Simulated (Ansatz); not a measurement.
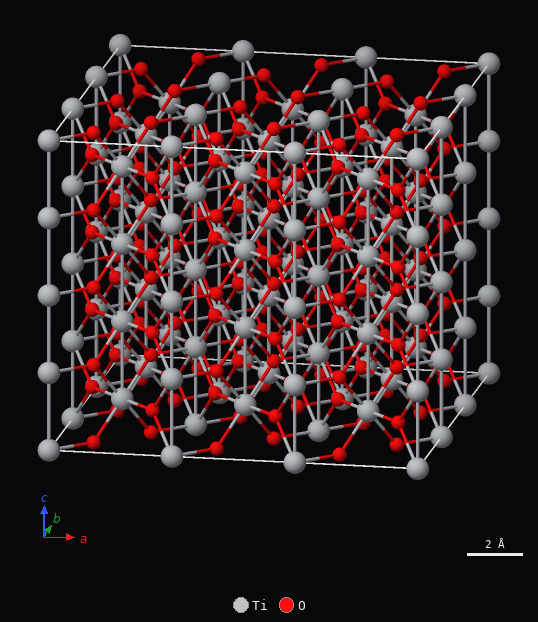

Fig. 1: The input geometry (ball-and-stick view of the cell of the calculation, seen slightly off an axis).

**Single-point calculation, with input and output: Ti$_{72}$O$_{144}$ (part 1 of 3)**

Ti$_{72}$O$_{144}$ (P4₂/mnm, 216 atoms in the cell), computed with DFT, HSE06, PAW, plane waves (Ansatz 0.2.0).

The structure was built on a prototype by a generator.

### Input
```yaml
crystal:
  lattice:
    - [13.774242, 0.000000, 0.000000]
    - [0.000000, 13.774242, 0.000000]
    - [0.000000, 0.000000, 11.755483]
  atoms:
    - { symbol: Ti, position: [0.000000, 0.000000, 0.000000] }
    - { symbol: Ti, position: [0.000000, 0.000000, 0.250000] }
    - { symbol: Ti, position: [0.000000, 0.000000, 0.500000] }
    - { symbol: Ti, position: [0.000000, 0.000000, 0.750000] }
    - { symbol: Ti, position: [0.000000, 0.333333, 0.000000] }
    - { symbol: Ti, position: [0.000000, 0.333333, 0.250000] }
    - { symbol: Ti, position: [0.000000, 0.333333, 0.500000] }
    - { symbol: Ti, position: [0.000000, 0.333333, 0.750000] }
    - { symbol: Ti, position: [0.000000, 0.666667, 0.000000] }
    - { symbol: Ti, position: [0.000000, 0.666667, 0.250000] }
    - { symbol: Ti, position: [0.000000, 0.666667, 0.500000] }
    - { symbol: Ti, position: [0.000000, 0.666667, 0.750000] }
    - { symbol: Ti, position: [0.333333, 0.000000, 0.000000] }
    - { symbol: Ti, position: [0.333333, 0.000000, 0.250000] }
    - { symbol: Ti, position: [0.333333, 0.000000, 0.500000] }
    - { symbol: Ti, position: [0.333333, 0.000000, 0.750000] }
    - { symbol: Ti, position: [0.333333, 0.333333, 0.000000] }
    - { symbol: Ti, position: [0.333333, 0.333333, 0.250000] }
    - { symbol: Ti, position: [0.333333, 0.333333, 0.500000] }
    - { symbol: Ti, position: [0.333333, 0.333333, 0.750000] }
    - { symbol: Ti, position: [0.333333, 0.666667, 0.000000] }
    - { symbol: Ti, position: [0.333333, 0.666667, 0.250000] }
    - { symbol: Ti, position: [0.333333, 0.666667, 0.500000] }
    - { symbol: Ti, position: [0.333333, 0.666667, 0.750000] }
    - { symbol: Ti, position: [0.666667, 0.000000, 0.000000] }
    - { symbol: Ti, position: [0.666667, 0.000000, 0.250000] }
    - { symbol: Ti, position: [0.666667, 0.000000, 0.500000] }
    - { symbol: Ti, position: [0.666667, 0.000000, 0.750000] }
    - { symbol: Ti, position: [0.666667, 0.333333, 0.000000] }
    - { symbol: Ti, position: [0.666667, 0.333333, 0.250000] }
    - { symbol: Ti, position: [0.666667, 0.333333, 0.500000] }
    - { symbol: Ti, position: [0.666667, 0.333333, 0.750000] }
    - { symbol: Ti, position: [0.666667, 0.666667, 0.000000] }
    - { symbol: Ti, position: [0.666667, 0.666667, 0.250000] }
    - { symbol: Ti, position: [0.666667, 0.666667, 0.500000] }
    - { symbol: Ti, position: [0.666667, 0.666667, 0.750000] }
    - { symbol: Ti, position: [0.166667, 0.166667, 0.125000] }
    - { symbol: Ti, position: [0.166667, 0.166667, 0.375000] }
    - { symbol: Ti, position: [0.166667, 0.166667, 0.625000] }
    - { symbol: Ti, position: [0.166667, 0.166667, 0.875000] }
    - { symbol: Ti, position: [0.166667, 0.500000, 0.125000] }
    - { symbol: Ti, position: [0.166667, 0.500000, 0.375000] }
    - { symbol: Ti, position: [0.166667, 0.500000, 0.625000] }
    - { symbol: Ti, position: [0.166667, 0.500000, 0.875000] }
    - { symbol: Ti, position: [0.166667, 0.833333, 0.125000] }
    - { symbol: Ti, position: [0.166667, 0.833333, 0.375000] }
    - { symbol: Ti, position: [0.166667, 0.833333, 0.625000] }
    - { symbol: Ti, position: [0.166667, 0.833333, 0.875000] }
    - { symbol: Ti, position: [0.500000, 0.166667, 0.125000] }
    - { symbol: Ti, position: [0.500000, 0.166667, 0.375000] }
    - { symbol: Ti, position: [0.500000, 0.166667, 0.625000] }
    - { symbol: Ti, position: [0.500000, 0.166667, 0.875000] }
    - { symbol: Ti, position: [0.500000, 0.500000, 0.125000] }
    - { symbol: Ti, position: [0.500000, 0.500000, 0.375000] }
    - { symbol: Ti, position: [0.500000, 0.500000, 0.625000] }
    - { symbol: Ti, position: [0.500000, 0.500000, 0.875000] }
    - { symbol: Ti, position: [0.500000, 0.833333, 0.125000] }
    - { symbol: Ti, position: [0.500000, 0.833333, 0.375000] }
    - { symbol: Ti, position: [0.500000, 0.833333, 0.625000] }
    - { symbol: Ti, position: [0.500000, 0.833333, 0.875000] }
    - { symbol: Ti, position: [0.833333, 0.166667, 0.125000] }
    - { symbol: Ti, position: [0.833333, 0.166667, 0.375000] }
    - { symbol: Ti, position: [0.833333, 0.166667, 0.625000] }
    - { symbol: Ti, position: [0.833333, 0.166667, 0.875000] }
    - { symbol: Ti, position: [0.833333, 0.500000, 0.125000] }
    - { symbol: Ti, position: [0.833333, 0.500000, 0.375000] }
    - { symbol: Ti, position: [0.833333, 0.500000, 0.625000] }
    - { symbol: Ti, position: [0.833333, 0.500000, 0.875000] }
    - { symbol: Ti, position: [0.833333, 0.833333, 0.125000] }
    - { symbol: Ti, position: [0.833333, 0.833333, 0.375000] }
    - { symbol: Ti, position: [0.833333, 0.833333, 0.625000] }
    - { symbol: Ti, position: [0.833333, 0.833333, 0.875000] }
    - { symbol: O, position: [0.101485, 0.101485, 0.000000] }
    - { symbol: O, position: [0.101485, 0.101485, 0.250000] }
    - { symbol: O, position: [0.101485, 0.101485, 0.500000] }
    - { symbol: O, position: [0.101485, 0.101485, 0.750000] }
    - { symbol: O, position: [0.101485, 0.434819, 0.000000] }
    - { symbol: O, position: [0.101485, 0.434819, 0.250000] }
    - { symbol: O, position: [0.101485, 0.434819, 0.500000] }
    - { symbol: O, position: [0.101485, 0.434819, 0.750000] }
    - { symbol: O, position: [0.101485, 0.768152, 0.000000] }
    - { symbol: O, position: [0.101485, 0.768152, 0.250000] }
    - { symbol: O, position: [0.101485, 0.768152, 0.500000] }
    - { symbol: O, position: [0.101485, 0.768152, 0.750000] }
    - { symbol: O, position: [0.434819, 0.101485, 0.000000] }
    - { symbol: O, position: [0.434819, 0.101485, 0.250000] }
    - { symbol: O, position: [0.434819, 0.101485, 0.500000] }
    - { symbol: O, position: [0.434819, 0.101485, 0.750000] }
    - { symbol: O, position: [0.434819, 0.434819, 0.000000] }
    - { symbol: O, position: [0.434819, 0.434819, 0.250000] }
    - { symbol: O, position: [0.434819, 0.434819, 0.500000] }
    - { symbol: O, position: [0.434819, 0.434819, 0.750000] }
    - { symbol: O, position: [0.434819, 0.768152, 0.000000] }
    - { symbol: O, position: [0.434819, 0.768152, 0.250000] }
    - { symbol: O, position: [0.434819, 0.768152, 0.500000] }
    - { symbol: O, position: [0.434819, 0.768152, 0.750000] }
    - { symbol: O, position: [0.768152, 0.101485, 0.000000] }
    - { symbol: O, position: [0.768152, 0.101485, 0.250000] }
    - { symbol: O, position: [0.768152, 0.101485, 0.500000] }
    - { symbol: O, position: [0.768152, 0.101485, 0.750000] }
    - { symbol: O, position: [0.768152, 0.434819, 0.000000] }
    - { symbol: O, position: [0.768152, 0.434819, 0.250000] }
    - { symbol: O, position: [0.768152, 0.434819, 0.500000] }
    - { symbol: O, position: [0.768152, 0.434819, 0.750000] }
    - { symbol: O, position: [0.768152, 0.768152, 0.000000] }
    - { symbol: O, position: [0.768152, 0.768152, 0.250000] }
    - { symbol: O, position: [0.768152, 0.768152, 0.500000] }
    - { symbol: O, position: [0.768152, 0.768152, 0.750000] }
    - { symbol: O, position: [0.231848, 0.231848, 0.000000] }
    - { symbol: O, position: [0.231848, 0.231848, 0.250000] }
    - { symbol: O, position: [0.231848, 0.231848, 0.500000] }
    - { symbol: O, position: [0.231848, 0.231848, 0.750000] }
    - { symbol: O, position: [0.231848, 0.565181, 0.000000] }
    - { symbol: O, position: [0.231848, 0.565181, 0.250000] }
    - { symbol: O, position: [0.231848, 0.565181, 0.500000] }
    - { symbol: O, position: [0.231848, 0.565181, 0.750000] }
    - { symbol: O, position: [0.231848, 0.898515, 0.000000] }
    - { symbol: O, position: [0.231848, 0.898515, 0.250000] }
    - { symbol: O, position: [0.231848, 0.898515, 0.500000] }
    - { symbol: O, position: [0.231848, 0.898515, 0.750000] }
    - { symbol: O, position: [0.565181, 0.231848, 0.000000] }
    - { symbol: O, position: [0.565181, 0.231848, 0.250000] }
    - { symbol: O, position: [0.565181, 0.231848, 0.500000] }
    - { symbol: O, position: [0.565181, 0.231848, 0.750000] }
    - { symbol: O, position: [0.565181, 0.565181, 0.000000] }
    - { symbol: O, position: [0.565181, 0.565181, 0.250000] }
    - { symbol: O, position: [0.565181, 0.565181, 0.500000] }
    - { symbol: O, position: [0.565181, 0.565181, 0.750000] }
    - { symbol: O, position: [0.565181, 0.898515, 0.000000] }
    - { symbol: O, position: [0.565181, 0.898515, 0.250000] }
    - { symbol: O, position: [0.565181, 0.898515, 0.500000] }
    - { symbol: O, position: [0.565181, 0.898515, 0.750000] }
    - { symbol: O, position: [0.898515, 0.231848, 0.000000] }
    - { symbol: O, position: [0.898515, 0.231848, 0.250000] }
    - { symbol: O, position: [0.898515, 0.231848, 0.500000] }
    - { symbol: O, position: [0.898515, 0.231848, 0.750000] }
    - { symbol: O, position: [0.898515, 0.565181, 0.000000] }
    - { symbol: O, position: [0.898515, 0.565181, 0.250000] }
    - { symbol: O, position: [0.898515, 0.565181, 0.500000] }
    - { symbol: O, position: [0.898515, 0.565181, 0.750000] }
    - { symbol: O, position: [0.898515, 0.898515, 0.000000] }
    - { symbol: O, position: [0.898515, 0.898515, 0.250000] }
    - { symbol: O, position: [0.898515, 0.898515, 0.500000] }
    - { symbol: O, position: [0.898515, 0.898515, 0.750000] }
    - { symbol: O, position: [0.065181, 0.268152, 0.125000] }
    - { symbol: O, position: [0.065181, 0.268152, 0.375000] }
    - { symbol: O, position: [0.065181, 0.268152, 0.625000] }
    - { symbol: O, position: [0.065181, 0.268152, 0.875000] }
    - { symbol: O, position: [0.065181, 0.601485, 0.125000] }
    - { symbol: O, position: [0.065181, 0.601485, 0.375000] }
    - { symbol: O, position: [0.065181, 0.601485, 0.625000] }
    - { symbol: O, position: [0.065181, 0.601485, 0.875000] }
    - { symbol: O, position: [0.065181, 0.934819, 0.125000] }
    - { symbol: O, position: [0.065181, 0.934819, 0.375000] }
    - { symbol: O, position: [0.065181, 0.934819, 0.625000] }
    - { symbol: O, position: [0.065181, 0.934819, 0.875000] }
    - { symbol: O, position: [0.398515, 0.268152, 0.125000] }
    - { symbol: O, position: [0.398515, 0.268152, 0.375000] }
    - { symbol: O, position: [0.398515, 0.268152, 0.625000] }
    - { symbol: O, position: [0.398515, 0.268152, 0.875000] }
    - { symbol: O, position: [0.398515, 0.601485, 0.125000] }
    - { symbol: O, position: [0.398515, 0.601485, 0.375000] }
    - { symbol: O, position: [0.398515, 0.601485, 0.625000] }
    - { symbol: O, position: [0.398515, 0.601485, 0.875000] }
    - { symbol: O, position: [0.398515, 0.934819, 0.125000] }
    - { symbol: O, position: [0.398515, 0.934819, 0.375000] }
    - { symbol: O, position: [0.398515, 0.934819, 0.625000] }
    - { symbol: O, position: [0.398515, 0.934819, 0.875000] }
    - { symbol: O, position: [0.731848, 0.268152, 0.125000] }
    - { symbol: O, position: [0.731848, 0.268152, 0.375000] }
    - { symbol: O, position: [0.731848, 0.268152, 0.625000] }
    - { symbol: O, position: [0.731848, 0.268152, 0.875000] }
    - { symbol: O, position: [0.731848, 0.601485, 0.125000] }
    - { symbol: O, position: [0.731848, 0.601485, 0.375000] }
    - { symbol: O, position: [0.731848, 0.601485, 0.625000] }
    - { symbol: O, position: [0.731848, 0.601485, 0.875000] }
    - { symbol: O, position: [0.731848, 0.934819, 0.125000] }
    - { symbol: O, position: [0.731848, 0.934819, 0.375000] }
    - { symbol: O, position: [0.731848, 0.934819, 0.625000] }
    - { symbol: O, position: [0.731848, 0.934819, 0.875000] }
    - { symbol: O, position: [0.268152, 0.065181, 0.125000] }
    - { symbol: O, position: [0.268152, 0.065181, 0.375000] }
    - { symbol: O, position: [0.268152, 0.065181, 0.625000] }
    - { symbol: O, position: [0.268152, 0.065181, 0.875000] }
    - { symbol: O, position: [0.268152, 0.398515, 0.125000] }
    - { symbol: O, position: [0.268152, 0.398515, 0.375000] }
    - { symbol: O, position: [0.268152, 0.398515, 0.625000] }
    - { symbol: O, position: [0.268152, 0.398515, 0.875000] }
    - { symbol: O, position: [0.268152, 0.731848, 0.125000] }
    - { symbol: O, position: [0.268152, 0.731848, 0.375000] }
    - { symbol: O, position: [0.268152, 0.731848, 0.625000] }
    - { symbol: O, position: [0.268152, 0.731848, 0.875000] }
    - { symbol: O, position: [0.601485, 0.065181, 0.125000] }
    - { symbol: O, position: [0.601485, 0.065181, 0.375000] }
    - { symbol: O, position: [0.601485, 0.065181, 0.625000] }
    - { symbol: O, position: [0.601485, 0.065181, 0.875000] }
    - { symbol: O, position: [0.601485, 0.398515, 0.125000] }
    - { symbol: O, position: [0.601485, 0.398515, 0.375000] }
    - { symbol: O, position: [0.601485, 0.398515, 0.625000] }
    - { symbol: O, position: [0.601485, 0.398515, 0.875000] }
    - { symbol: O, position: [0.601485, 0.731848, 0.125000] }
    - { symbol: O, position: [0.601485, 0.731848, 0.375000] }
    - { symbol: O, position: [0.601485, 0.731848, 0.625000] }
    - { symbol: O, position: [0.601485, 0.731848, 0.875000] }
    - { symbol: O, position: [0.934819, 0.065181, 0.125000] }
    - { symbol: O, position: [0.934819, 0.065181, 0.375000] }
    - { symbol: O, position: [0.934819, 0.065181, 0.625000] }
    - { symbol: O, position: [0.934819, 0.065181, 0.875000] }
    - { symbol: O, position: [0.934819, 0.398515, 0.125000] }
    - { symbol: O, position: [0.934819, 0.398515, 0.375000] }
    - { symbol: O, position: [0.934819, 0.398515, 0.625000] }
    - { symbol: O, position: [0.934819, 0.398515, 0.875000] }
    - { symbol: O, position: [0.934819, 0.731848, 0.125000] }
    - { symbol: O, position: [0.934819, 0.731848, 0.375000] }
    - { symbol: O, position: [0.934819, 0.731848, 0.625000] }
    - { symbol: O, position: [0.934819, 0.731848, 0.875000] }
  symmetry: { detect: false }
kpoints:
  mp_grid: { grid: [1, 1, 1], shift: [0.25, 0.25, 0.25] }
hamiltonian:
  xc: hse06
scf:
  occupations: { method: fermi_dirac, width: 0.01 }
output:
  forces: true
  eigenvalues: true
  populations: true
  eigenstates: { kpoints: [[0.25, 0.25, 0.25]], e_range: [-6.0, 6.0], localisation: true }
```

Hardware: 1 × NVIDIA GB300 Max-Q, 8 threads of Arm Neoverse-V2, 125 GiB of memory available, shared host.

Run as:
```bash
ansatz run in.yaml --threads 8 --pin off --max-ram 118750MiB --runs-dir r --events-out ev --progress --plain --backend cuda --devices 0,
```

### What the program printed
```
Pseudopotentials: kind: paw
Functional definition: HSE06
  parameter a = 0.25
  parameter omega = 0.11/bohr
  exchange = pbe_x - a*pbe_x_sr(omega) + a*exact_x_sr(omega)
  correlation = pbe_c
Crystal: 216 atoms, lattice volume = 2230.365 Å³
Basis set: ecut = 420 eV, 43475 PW (Γ), exchange–correlation on 192×192×160 points (8 copies of the dense FFT grid, shifted against one another)
Bands: 1080, of which v1, the nominal top of the filled ones, is band 864 counted from 1 (863 counted from 0)
Symmetry: 1 space group operations
k-points: 1
Non-local potential: Ti, projectors of the file, l = 0: 3, l = 1: 2, l = 2: 3, l = 3: 1
Non-local potential: O, projectors of the file, l = 0: 2, l = 1: 2, l = 2: 1
PAW form: soft (Blöchl's): semilocal exchange-correlation on the pseudo side does not see the compensation charge
PAW frozen core: Ti, regenerated for the run's functional, and the local potential with it (the file was generated under x = pbe(κ = 0.804, μ = 0.2195149727645171), c = pbe(β = 0.06672455060314922))
PAW frozen core: O, regenerated for the run's functional, and the local potential with it (the file was generated under x = pbe(κ = 0.804, μ = 0.2195149727645171), c = pbe(β = 0.06672455060314922))
PAW one-centre angular grid: Ti, 590 points (default); XC on 64 Gauss nodes
PAW one-centre angular grid: O, 110 points (default); XC on 96 Gauss nodes
Initial density: superposition of atomic densities (neutral atoms: chi_scale 0, normalization atom), corrected by the library's trained network
Initial wavefunctions: pseudopotential atomic-orbital guess
Functional: x = pbe(κ = 0.804, μ = 0.2195149727645171), c = pbe(β = 0.06672455060314922), warm-up for x = pbe(κ = 0.804, μ = 0.2195149727645171) + 0.25 (exact − pbe) at short range (hse, ω = 0.20786987370883472 Å⁻¹), c = pbe(β = 0.06672455060314922); HSE06 as pw.x's `hse` composes it (authors' and Libxc's form: `xc: wpbeh`)
```
